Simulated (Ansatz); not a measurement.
# Run report: W₃Se, geometry relaxation (part 2 of 2)

Continued. System: W₃Se (I4/mmm, 4 atoms in the cell). Method: DFT PBE, scalar-relativistic, plane waves, PAW, no spin polarisation (Ansatz 0.2.0); cutoff 420 eV, 18×18×18 k-mesh, Gaussian smearing of 0.1 eV. The structure was built on a prototype by a generator; it need not be a known phase. It belongs to a series of runs on one base structure; here: TiAl3 (D0_22) type (I4/mmm, No. 139).

Geometry of the input (Å; fractional positions):
```
-1.8887  1.8887  4.5557
1.8887  -1.8887  4.5557
1.8887  1.8887  -4.5557
W  0.5000  0.5000  0.0000
W  0.2500  0.7500  0.5000
W  0.7500  0.2500  0.5000
Se 0.0000  0.0000  0.0000
```

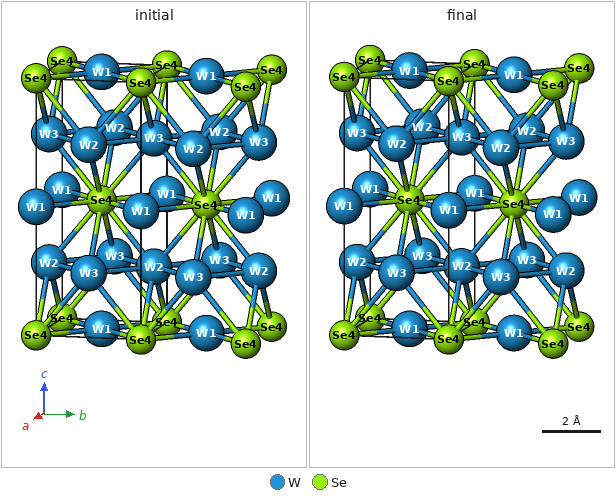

Before (left) and after (right) the relaxation, at one scale (ball-and-stick view of the cell 2 times as large as that of the calculation, set on its symmetry axes, repeated 1 × 2 × 1, seen slightly off an axis). After 3 geometry steps the energy has fallen by 1.2 meV per cell of the calculation. All forces vanish by symmetry, so only the cell relaxes. Pressure: −0.29 GPa at the start and 0.03 GPa at the end. The line search rejected the trial step at point 2 (counted from 0) and went back. No atom moves by more than 0.005 Å relative to the cell. Cell: a = b 3.777 → 3.767 Å (−0.3 %), c 9.111 → 9.158 Å (+0.5 %). Volume −0.1 %. Among the contacts that change: W1–Se4 2.671 → 2.663 Å, W2–W3 2.671 → 2.663 Å, W2–Se4 2.959 → 2.965 Å. The space group stays I4/mmm (No. 139). A last SCF at the same geometry on a re-selected plane-wave basis shifts the energy by +0.0 meV per cell of the calculation. (Atoms are counted from 1 in the order of the input.)

```
basis re-selected at this cell: Δ(F+E_penalty+E_count) = +2.029e-5 eV, ΔP = +0.000 GPa vs the last step (what re-selecting the basis moved, of the pressure what is left beyond the Pulay correction that the steps carried, after the strain that the cell walked since its last selection, with what the two solves' SCF thresholds leave and, on support functions, any second-order correction that the steps lacked; it is no measure of the basis error at this ecutwfc). This SCF's stress stands 4.19e-2 GPa from its target on what of the cell is left free (relax.cell.stress_tol is 5.00e-2 GPa) and its largest allowed force component is 1.06e-29 eV/Å (relax.f_tol is 1.00e-2 eV/Å): within both
SCF converged after 7 iterations
Free energy (F): -36620.390554 eV
Harris-Foulkes:  -36620.390554 eV  (|F-HF|=7.28e-12)
Internal energy: -36620.370818 eV  (E = F + TS)
E sigma→0 (E₀):  -36620.380686 eV
Entropy (-TS):   -0.019735 eV (-4.934 meV/atom)
Fermi energy:    20.906141 eV
--- Per-component energies (eV) ---
  E_band       = -535.279295
  E_kinetic    = 1471.030864
  E_local      = -3737.173466  (includes V_loc(G=0)·N_el)
  E_nonlocal   = -585.733283
  E_hartree    = 1646.531284
  E_xc         = -904.410648
  E_vxc        = -814.153332  (∫ρ·V_xc dr)
  E_paw        = -27602.672377  (= ΣΔE_a)
  E_vpaw       = -162.311883  (= ΣTr[D̂ρ^β])
  E_aug_tail   = -0.000761  (compensation charges beyond the density's cutoff)
  E_ewald      = -6907.942430
  E_smearing   = -0.019735  (= −TS)
  E_closure    = 0.000000  (closes the sum)
  Σ components = -36620.390554   (vs F -36620.390554, Δ=0.00e0)
--- Forces (eV/Å), atoms counted from 1 ---
  atom   1  W      0.00000000     0.00000000    -0.00000000
  atom   2  W      0.00000000     0.00000000     0.00000000
  atom   3  W      0.00000000     0.00000000     0.00000000
  atom   4  Se     0.00000000     0.00000000     0.00000000
  max |Σ_I F_I| component: 7.89e-30 eV/Å
--- Stress (GPa, compression-positive) ---
        0.041871      -0.000000       0.000000
       -0.000000       0.041871       0.000000
        0.000000       0.000000       0.001967
  P = ⅓ Tr σ = 0.0286 GPa (0.286 kbar)
--- Band table (eV; the first three rows and the last of 480) ---
  k-point 0: bands = ["-53.3027", "-53.2074", "-53.0506", "-29.0536", "-29.0267", "-29.0267", "-28.9637", "-28.9557", "-17.9126", "-17.9126", "-17.8523", "-17.6368", "-17.6368", "-17.3189", "-17.1744", "-16.9066", "-16.9066", "4.6521", "13.8534", "14.1689", "15.5967", "15.5967", "16.5816", "17.1096", "17.6256", "18.4846", "19.4673", "19.4673", "20.2186", "21.1167", "21.1167", "21.2706", "21.9898", "22.9971", "22.9971"]
  k-point 1: bands = ["-53.3021", "-53.2054", "-53.0531", "-29.0536", "-29.0267", "-29.0267", "-28.9638", "-28.9556", "-17.9257", "-17.8813", "-17.8378", "-17.6426", "-17.6379", "-17.3177", "-17.1764", "-16.9440", "-16.9038", "4.7002", "13.9170", "14.1982", "15.2676", "15.5306", "16.6949", "17.1093", "17.7528", "18.7303", "19.2724", "19.4993", "20.0717", "21.0607", "21.2264", "21.3984", "22.4548", "22.9792", "23.0202"]
  k-point 2: bands = ["-53.3005", "-53.1996", "-53.0604", "-29.0536", "-29.0267", "-29.0267", "-28.9639", "-28.9555", "-17.9530", "-17.8061", "-17.7908", "-17.6590", "-17.6411", "-17.3144", "-17.1826", "-17.0503", "-16.8954", "4.8354", "13.9159", "14.2742", "14.8393", "15.3754", "16.9346", "17.1414", "18.0935", "18.8198", "19.2193", "19.5307", "19.7325", "21.1122", "21.5360", "21.6464", "23.0073", "23.0091", "23.4907"]
  k-point 479: bands = ["-53.2918", "-53.2185", "-53.0506", "-29.0536", "-29.0266", "-29.0266", "-28.9637", "-28.9556", "-17.9642", "-17.9642", "-17.5906", "-17.5759", "-17.5759", "-17.4540", "-17.3161", "-16.9140", "-16.9140", "5.0198", "12.0432", "14.9935", "16.3448", "16.7049", "16.7049", "16.7973", "16.7973", "16.8219", "17.2374", "19.7150", "20.6840", "21.4931", "22.9085", "22.9451", "22.9451", "23.6284", "23.6284"]
--- Relaxed structure (4 steps of the walk, 3 accepted, 1 SCFs on fresh bases) ---
  F+E_penalty+E_count = -36620.39055361 eV   max|allowed force component| = 1.065e-29 eV/Å   (the final SCF, on the basis selected at the relaxed cell)
  cell:  # Å, volume = 64.9593 Å³
    - [-1.8832530265471112, 1.8832530265471112, 4.578928468580957]
    - [1.8832530265471112, -1.8832530265471112, 4.578928468580957]
    - [1.8832530265471112, 1.8832530265471112, -4.578928468580957]
  atoms:
    - { symbol: W, position: [0.5, 0.5, -2.913244669203244e-35] }
    - { symbol: W, position: [0.24999999999999997, 0.75, 0.49999999999999994] }
    - { symbol: W, position: [0.75, 0.24999999999999997, 0.49999999999999994] }
    - { symbol: Se, position: [4.457497905331946e-37, -5.838074175674114e-35, -5.265257284066239e-35] }
```

**Trajectory as extended XYZ (Å, eV, eV/Å), 5 frames, from step=1 to step=5**
```
4
Lattice="-1.8887 1.8887 4.5557 1.8887 -1.8887 4.5557 1.8887 1.8887 -4.5557" Properties=species:S:1:pos:R:3:forces:R:3 step=1 energy=-36620.38939 pressure_GPa=-0.29
W     0.0000    0.0000    4.5557    0.0000   0.0000   0.0000
W     1.8887    0.0000    2.2779    0.0000   0.0000   0.0000
W     0.0000    1.8887    2.2779    0.0000   0.0000   0.0000
Se    0.0000    0.0000    0.0000    0.0000   0.0000   0.0000
4
Lattice="-1.8828 1.8828 4.5790 1.8828 -1.8828 4.5790 1.8828 1.8828 -4.5790" Properties=species:S:1:pos:R:3:forces:R:3 step=2 energy=-36620.39056 pressure_GPa=0.15
W     0.0000    0.0000    4.5790    0.0000   0.0000   0.0000
W     1.8828    0.0000    2.2895    0.0000   0.0000   0.0000
W     0.0000    1.8828    2.2895    0.0000   0.0000   0.0000
Se    0.0000    0.0000    0.0000    0.0000   0.0000   0.0000
4
Lattice="-1.8838 1.8838 4.5813 1.8838 -1.8838 4.5813 1.8838 1.8838 -4.5813" Properties=species:S:1:pos:R:3:forces:R:3 step=3 energy=-36620.39051 pressure_GPa=-0.20 accepted=F
W     0.0000    0.0000    4.5813    0.0000   0.0000   0.0000
W     1.8838    0.0000    2.2907    0.0000   0.0000   0.0000
W     0.0000    1.8838    2.2907    0.0000   0.0000   0.0000
Se    0.0000    0.0000    0.0000    0.0000   0.0000   0.0000
4
Lattice="-1.8833 1.8833 4.5789 1.8833 -1.8833 4.5789 1.8833 1.8833 -4.5789" Properties=species:S:1:pos:R:3:forces:R:3 step=4 energy=-36620.39057 pressure_GPa=0.03
W     0.0000    0.0000    4.5789    0.0000   0.0000   0.0000
W     1.8833    0.0000    2.2895    0.0000   0.0000   0.0000
W     0.0000    1.8833    2.2895    0.0000   0.0000   0.0000
Se    0.0000    0.0000    0.0000    0.0000   0.0000   0.0000
4
Lattice="-1.8833 1.8833 4.5789 1.8833 -1.8833 4.5789 1.8833 1.8833 -4.5789" Properties=species:S:1:pos:R:3:forces:R:3 step=5 energy=-36620.39055 pressure_GPa=0.03
W     0.0000    0.0000    4.5789    0.0000   0.0000   0.0000
W     1.8833    0.0000    2.2895    0.0000   0.0000   0.0000
W     0.0000    1.8833    2.2895    0.0000   0.0000   0.0000
Se    0.0000    0.0000    0.0000    0.0000   0.0000   0.0000
```

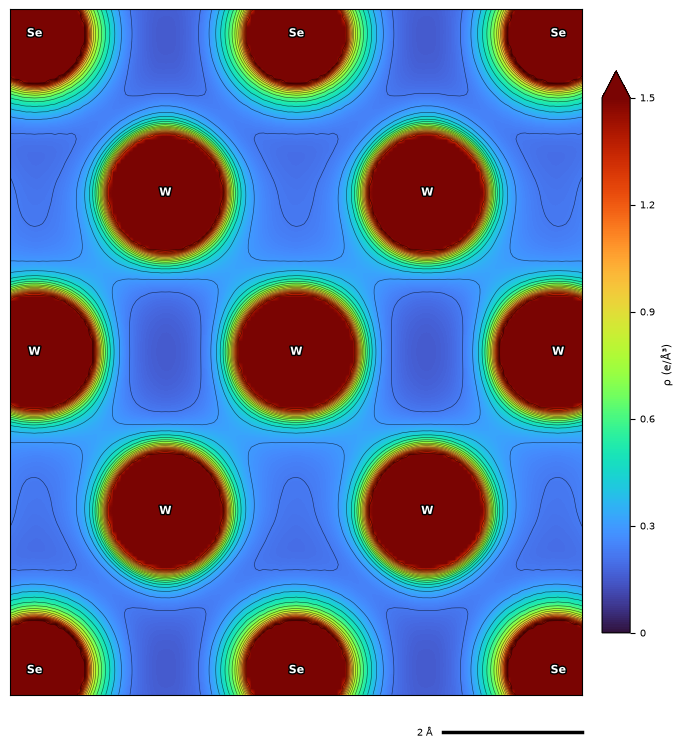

Valence electron density on the (100) plane of the conventional cell. The plane passes through W and Se nuclei. W–Se (2.96 Å): ρ at the midpoint is about 0.24 e/Å³. Away from the nuclei the density in this plane falls to 0.15 e/Å³ at its lowest. The fields are those of the smooth PAW valence density.

**Results in brief**

- outcome: converged
- space group (tolerance 0.01 Å): I4/mmm (139)
- electrons treated: 58
- free energy: −36620.3906 eV
- Fermi energy: 20.906 eV
- gap on the k-point mesh: none (metallic)
- pressure: 0.03 GPa
- final volume: 64.96 Å³
- largest force (length of the vector) at the end: under 0.001 eV/Å
- final cell: a = 5.297 Å, b = 5.297 Å, c = 5.297 Å, α = 138.35°, β = 138.35°, γ = 60.37°
- wall time: 11 min
- peak memory: 1 GiB

**Remarks**

Spin–orbit coupling is left out, which matters for W.
